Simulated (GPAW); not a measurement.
## SiC (P6_3mc): G0W0 with GPAW, start to end

How does a plane-wave GW calculation on SiC (P6_3mc) run from the first input to the gap?

Calculated with GPAW 26.7.0; PBE and many-body steps on it, plane waves.

**Experimental background.**

- Gap 3.26 eV: band gap of pure 4H-SiC, stated as experimental; bulk crystal (pure 4H-SiC, measurement details not given) (quoted in “IBIL Measurement and Optical Simulation of the DI Center in 4H-SiC”, 2023, pmc:10096426).

- Gap 3.285 eV: band gap at low temperature, quoted from earlier experiments; bulk crystal (quoted in “Excitation properties of the divacancy in 4H-SiC”, 2018, arxiv:1804.01167).

- Gap 3.2 eV: experimental band gap quoted from earlier work; bulk crystal (quoted in “Local vibrational modes of Si vacancy spin qubits in SiC”, 2020, arxiv:2002.00067).

Most raw output is cut from this account.

### Step 1. The structure

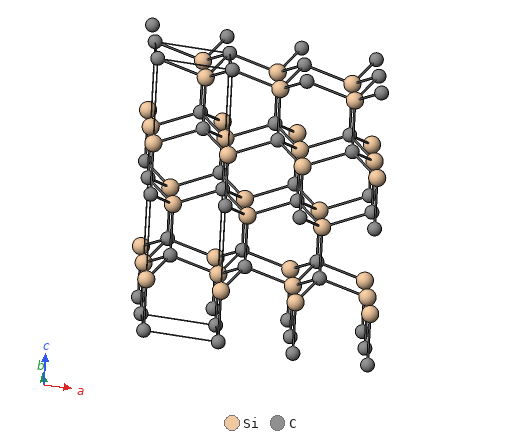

The starting structure, seen slightly off an axis (silicon light orange, carbon grey). 3×2×1 cells are drawn. Bonds to atoms that aren't drawn are left out. Some periodic images of atoms are drawn too.

The cell and positions are those that the Materials Project relaxed with its own functionals (PBE, PBE+U or r2SCAN), kept fixed.

### Step 2. Ground state

This step: GPAW 26.7.0; DFT, PBE, plane waves, PAW.

The ground-state density comes first.

The input, run.py:

```python
import json
import numpy as np
from gpaw.mpi import world
from ase import Atoms
from gpaw import GPAW, PW, FermiDirac

atoms = Atoms(['Si', 'Si', 'Si', 'Si', 'C', 'C', 'C', 'C'],
    cell=[[3.0756941497, 0.0000000000, 0.0000000000],
      [-1.5378470748, 2.6636292679, 0.0000000000],
      [0.0000000000, 0.0000000000, 10.0706464800]],
    scaled_positions=[[0.6666666667, 0.3333333333, 0.9378419800],
      [0.3333333333, 0.6666666667, 0.4378419800],
      [0.0000000000, 0.0000000000, 0.6878943800],
      [0.0000000000, 0.0000000000, 0.1878943800],
      [0.6666666667, 0.3333333333, 0.7498025900],
      [0.3333333333, 0.6666666667, 0.2498025900],
      [0.0000000000, 0.0000000000, 0.5004600500],
      [0.0000000000, 0.0000000000, 0.0004600500]],
    pbc=(True, True, True))
calc = GPAW(mode=PW(600),
    xc='PBE',
    kpts={'size': (9, 9, 4), 'gamma': True},
    occupations=FermiDirac(0.001),
    nbands=-10,
    convergence={'density': 1e-6, 'bands': -3},
    maxiter=100,
    txt='gs.txt')
atoms.calc = calc
res = {'energy': atoms.get_potential_energy()}
kpts = calc.get_ibz_k_points()
res['kpts'] = kpts
res['eigenvalues'] = [calc.get_eigenvalues(kpt=k) for k in range(len(kpts))]
res['n_electrons'] = calc.get_number_of_electrons()
calc.write('gs.gpw')

if world.rank == 0:
    with open('result.json', 'w') as f:
        json.dump(res, f, default=lambda x: x.tolist())
```

Run with:

```bash
> mpirun -n 4 gpaw python run.py
```

Wall time 28 s (4 MPI ranks of Arm Neoverse V1, shared host); peak memory 0.79 GiB; 1.9 min of CPU time.

This step gave:

* total energy: -59.8828 eV
* gap: 2.333 eV
* k of the valence top: 0, 0, 0
* k of the conduction bottom: 0.4444, 0, 0
* least direct gap: 3.425 eV

The gap is indirect, with the least direct gap 1.09 eV higher.

### Step 3. Bands along the symmetry lines

The cheap functional maps the bands first; the places of the edges decide which points the dearer methods must see.

The input, run.py:

```python
import json
import numpy as np
from gpaw.mpi import world
from gpaw import GPAW

path = [[0.000000, 0.000000, 0.000000],
    [0.062500, 0.000000, 0.000000],
    [0.125000, 0.000000, 0.000000],
    [0.187500, 0.000000, 0.000000],
    [0.250000, 0.000000, 0.000000],
    [0.312500, 0.000000, 0.000000],
    [0.375000, 0.000000, 0.000000],
    [0.437500, 0.000000, 0.000000],
    [0.500000, 0.000000, 0.000000],
    [0.479167, 0.041667, 0.000000],
    [0.458333, 0.083333, 0.000000],
    [0.437500, 0.125000, 0.000000],
    [0.416667, 0.166667, 0.000000],
    [0.395833, 0.208333, 0.000000],
    [0.375000, 0.250000, 0.000000],
    [0.354167, 0.291667, 0.000000],
    [0.333333, 0.333333, 0.000000],
    [0.291667, 0.291667, 0.000000],
    [0.250000, 0.250000, 0.000000],
    [0.208333, 0.208333, 0.000000],
    [0.166667, 0.166667, 0.000000],
    [0.125000, 0.125000, 0.000000],
    [0.083333, 0.083333, 0.000000],
    [0.041667, 0.041667, 0.000000],
    [0.000000, 0.000000, 0.000000],
    [0.000000, 0.000000, 0.062500],
    [0.000000, 0.000000, 0.125000],
    [0.000000, 0.000000, 0.187500],
    [0.000000, 0.000000, 0.250000],
    [0.000000, 0.000000, 0.312500],
    [0.000000, 0.000000, 0.375000],
    [0.000000, 0.000000, 0.437500],
    [0.000000, 0.000000, 0.500000],
    [0.062500, 0.000000, 0.500000],
    [0.125000, 0.000000, 0.500000],
    [0.187500, 0.000000, 0.500000],
    [0.250000, 0.000000, 0.500000],
    [0.312500, 0.000000, 0.500000],
    [0.375000, 0.000000, 0.500000],
    [0.437500, 0.000000, 0.500000],
    [0.500000, 0.000000, 0.500000],
    [0.479167, 0.041667, 0.500000],
    [0.458333, 0.083333, 0.500000],
    [0.437500, 0.125000, 0.500000],
    [0.416667, 0.166667, 0.500000],
    [0.395833, 0.208333, 0.500000],
    [0.375000, 0.250000, 0.500000],
    [0.354167, 0.291667, 0.500000],
    [0.333333, 0.333333, 0.500000],
    [0.291667, 0.291667, 0.500000],
    [0.250000, 0.250000, 0.500000],
    [0.208333, 0.208333, 0.500000],
    [0.166667, 0.166667, 0.500000],
    [0.125000, 0.125000, 0.500000],
    [0.083333, 0.083333, 0.500000],
    [0.041667, 0.041667, 0.500000],
    [0.000000, 0.000000, 0.500000],
    [0.500000, 0.000000, 0.500000],
    [0.500000, 0.000000, 0.437500],
    [0.500000, 0.000000, 0.375000],
    [0.500000, 0.000000, 0.312500],
    [0.500000, 0.000000, 0.250000],
    [0.500000, 0.000000, 0.187500],
    [0.500000, 0.000000, 0.125000],
    [0.500000, 0.000000, 0.062500],
    [0.500000, 0.000000, 0.000000],
    [0.333333, 0.333333, 0.500000],
    [0.333333, 0.333333, 0.437500],
    [0.333333, 0.333333, 0.375000],
    [0.333333, 0.333333, 0.312500],
    [0.333333, 0.333333, 0.250000],
    [0.333333, 0.333333, 0.187500],
    [0.333333, 0.333333, 0.125000],
    [0.333333, 0.333333, 0.062500],
    [0.333333, 0.333333, 0.000000]]
calc = GPAW('gs.gpw').fixed_density(kpts=path,
    symmetry='off',
    nbands=26,
    convergence={'bands': 22},
    txt='bands.txt')
res = {}
kpts = calc.get_ibz_k_points()
res['kpts'] = kpts
res['eigenvalues'] = [calc.get_eigenvalues(kpt=k) for k in range(len(kpts))]
res['n_electrons'] = calc.get_number_of_electrons()

if world.rank == 0:
    with open('result.json', 'w') as f:
        json.dump(res, f, default=lambda x: x.tolist())
```

Run with:

```bash
> mpirun -n 4 gpaw python run.py
```

Wall time 52 s (4 MPI ranks); peak memory 0.91 GiB.

Numbers from this step:

```
gap                        : 2.219 eV
k of the valence top       : 0, 0, 0
k of the conduction bottom : 0.5, 0, 0
least direct gap           : 3.344 eV
```

The gap is 2.219 eV, −0.114 eV from the run before at this level.

The electronic bands at the labelled points (eV, zero at the top of the highest filled band):

```
    point  band 13  band 14  band 15  band 16  band 17  band 18  band 19  band 20
        Γ    -0.58    -0.05     0.00     0.00     5.12     5.70     6.34     6.35
        M    -2.37    -2.23    -1.58    -1.12     2.22     2.35     4.23     4.75
        K    -4.00    -2.88    -2.88    -1.67     3.97     3.97     5.19     5.59
        Γ    -0.58    -0.05     0.00     0.00     5.12     5.70     6.34     6.35
        A    -0.21    -0.21    -0.21    -0.21     5.33     5.33     6.80     6.80
        L    -2.51    -2.51    -1.56    -1.56     2.64     2.64     4.21     4.21
        H    -2.76    -2.76    -2.46    -2.46     3.23     3.23     6.69     6.69
        A    -0.21    -0.21    -0.21    -0.21     5.33     5.33     6.80     6.80
jump to L    -2.51    -2.51    -1.56    -1.56     2.64     2.64     4.21     4.21
        M    -2.37    -2.23    -1.58    -1.12     2.22     2.35     4.23     4.75
jump to H    -2.76    -2.76    -2.46    -2.46     3.23     3.23     6.69     6.69
        K    -4.00    -2.88    -2.88    -1.67     3.97     3.97     5.19     5.59
```

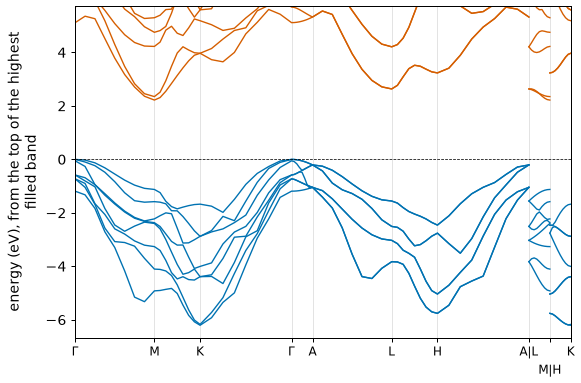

Electronic bands along the path; lines of filled and empty bands in two colours.

### Step 4. Empty states on the mesh, 3×3×2 mesh, 287 bands

The sums over transitions need many empty states on a uniform mesh; this step solves for them.

The input, run.py:

```python
import json
import numpy as np
from gpaw.mpi import world
from gpaw import GPAW

calc = GPAW('gs.gpw').fixed_density(kpts={'size': (3, 3, 2), 'gamma': True},
    parallel={'domain': 1, 'band': 1},
    txt='nscf.txt')
calc.diagonalize_full_hamiltonian(nbands=287)
calc.write('full.gpw', mode='all')
res = {}
kpts = calc.get_ibz_k_points()
res['kpts'] = kpts
res['eigenvalues'] = [calc.get_eigenvalues(kpt=k) for k in range(len(kpts))]
res['n_electrons'] = calc.get_number_of_electrons()

if world.rank == 0:
    with open('result.json', 'w') as f:
        json.dump(res, f, default=lambda x: x.tolist())
```

Run with:

```bash
> mpirun -n 4 gpaw python run.py
```

Run time: 50 s. Hardware: 4 MPI ranks; peak memory 2.6 GiB.

This step gave:

| Quantity | Value |
| --- | --- |
| gap | 3.003 eV |
| k of the valence top | 0, 0, 0 |
| k of the conduction bottom | 0.3333, 0, 0 |
| least direct gap | 3.848 eV |
| k points computed | 6 |
| lowest point of the top converged band, above the valence top | 115.3744 eV |

On this mesh the gap is 3.003 eV. The earlier step found 2.333 eV, so this mesh misses an edge.

### Step 5. Screening and self-energy, 3×3×2 mesh, 129 bands, screening to 78 eV

Now the one-shot GW correction: screening in the RPA, then the self-energy of the levels asked for.

This step: G0W0 on PBE, plane waves, PAW.

The input, run.py:

```python
import json
import numpy as np
from gpaw.mpi import world
from gpaw.response.g0w0 import G0W0

gw = G0W0('full.gpw',
    filename='gw',
    kpts=[0, 2],
    bands=(14, 18),
    ecut=78,
    nbands=129,
    integrate_gamma='WS',
    ppa=True)
gw.calculate()
res = {mode: {k: v for k, v in r.items() if k != 'sigma_eskwn'}
       for mode, r in gw.all_results.items()}

if world.rank == 0:
    with open('result.json', 'w') as f:
        json.dump(res, f, default=lambda x: x.tolist())
```

Run with:

```bash
> mpirun -n 4 gpaw python run.py
```

Wall time 21 s (4 MPI ranks); peak memory 1.2 GiB; 85 s of CPU time.

Numbers from this step:

| Quantity | Value |
| --- | --- |
| G0W0 gap on the points computed | 3.755 eV |
| least direct G0W0 gap on the computed points | 4.697 eV |
| Z at the valence top | 0.8016 |
| Z at the conduction bottom | 0.8230 |
| starting gap on the mesh | 3.003 eV |
| k of the valence top | 0, 0, 0 |
| k of the conduction bottom | 0.3333, 0, 0 |

The gap on the mesh goes from 3.00 eV to 3.76 eV, a correction of +0.75 eV. The start differs from the 2.33 eV found before because the two sample other k points.

Limits: finite bands, cutoff and mesh; coarse k mesh. v1 is the top filled band, c1 the lowest empty one. The levels before and after the correction (eV, zero at the valence-band top of each column):

```csv
,conduction bottom,valence top
Kohn-Sham,3.00,0.00
G0W0,3.76,0.00
```

```csv
,level,energy (eV)
Kohn-Sham,Γ v2-v1,0.000
Kohn-Sham,Γ c1,5.116
Kohn-Sham,Γ c2,5.699
Kohn-Sham,(0.333 0 0) v2,-1.373
Kohn-Sham,(0.333 0 0) v1,-0.845
Kohn-Sham,(0.333 0 0) c1,3.003
Kohn-Sham,(0.333 0 0) c2,3.240
G0W0,Γ v2-v1,0.000
G0W0,Γ c1,6.152
G0W0,Γ c2,6.760
G0W0,(0.333 0 0) v2,-1.462
G0W0,(0.333 0 0) v1,-0.941
G0W0,(0.333 0 0) c1,3.755
G0W0,(0.333 0 0) c2,3.979
```

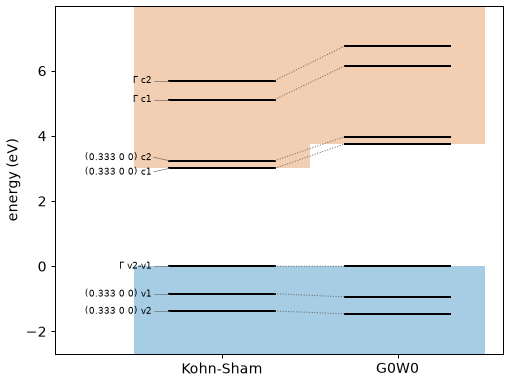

Levels before and after the correction. Shaded: valence and conduction bands.

### Step 6. Where the time went

Times are wall times on 4 MPI ranks of Arm Neoverse V1, shared host, good to a factor of about two.

```
                          step  time  share  memory (GiB)
                  ground state  28 s   18 %          0.79
bands along the symmetry lines  52 s   34 %          0.91
      empty states on the mesh  50 s   33 %           2.6
     screening and self-energy  21 s   14 %           1.2
```

### Step 7. Outcome

| Item | Value |
| --- | --- |
| PBE gap | 2.22 eV, indirect |
| G0W0 gap on the mesh | 3.76 eV |
| G0W0 gap over the zone (rigid shift) | 2.97 eV |
| GW settings | 3×3×2 mesh, 129 bands, screening to 78 eV, Godby-Needs plasmon pole |
| known limits | not at the basis limit; coarse k mesh |

**Reading.** G0W0 moves the gap on the mesh from 3.00 eV to 3.76 eV (+0.75 eV), with Z of 0.80 and 0.82 at the edges. The mesh misses the band edges by 0.78 eV in all; a rigid shift gives 2.97 eV for the zone. Only 2 of the mesh's irreducible points were corrected, so a valley elsewhere could overtake. Against experiment, by G0W0@PBE: the gap of 2.97 eV lies −0.29 eV from the measured 3.26 eV (kind not stated, quoted 2023); the gap of 2.97 eV lies −0.31 eV from the measured 3.285 eV (kind not stated, quoted 2018); the gap of 2.97 eV lies −0.23 eV from the measured 3.2 eV (kind not stated, quoted 2020). The calculation has static nuclei and no excitons; a measured gap holds zero-point and thermal motion, which mostly lowers it. Bands and cutoff are finite, so the gap is not at the basis limit. The miss can reach some tenths of an eV and take either sign; the mesh is an error of its own. These stock PAW sets were not made for GW. In the G0W0 run levels were corrected at 2 k points alone, so a gap called «on the mesh» is the least over those, and an edge elsewhere would be missed. A denser mesh or path gives a starting gap of 2.22 eV: the GW mesh misses a band edge, so its gaps are not the fundamental one. The 3×3×2 mesh is coarse for this cell, which bears on the long-range parts of exchange and screening.

[Paths, hosts, dates, memory and timing lines, banners, echoed tables and standing remarks are left out of the program output.]

[Logs are printed without paths, hosts, clocks, repeated set-up lines and the standing remarks that a program may print on its own settings, such as how far it seeks lower states.]

[Runs of the session that timed out or met a known fault of the program may be left out.]

[Hosts, paths, dates, database ids (printed as entryN), source tags and the programs' standing remarks are cut or masked in the printed files.]
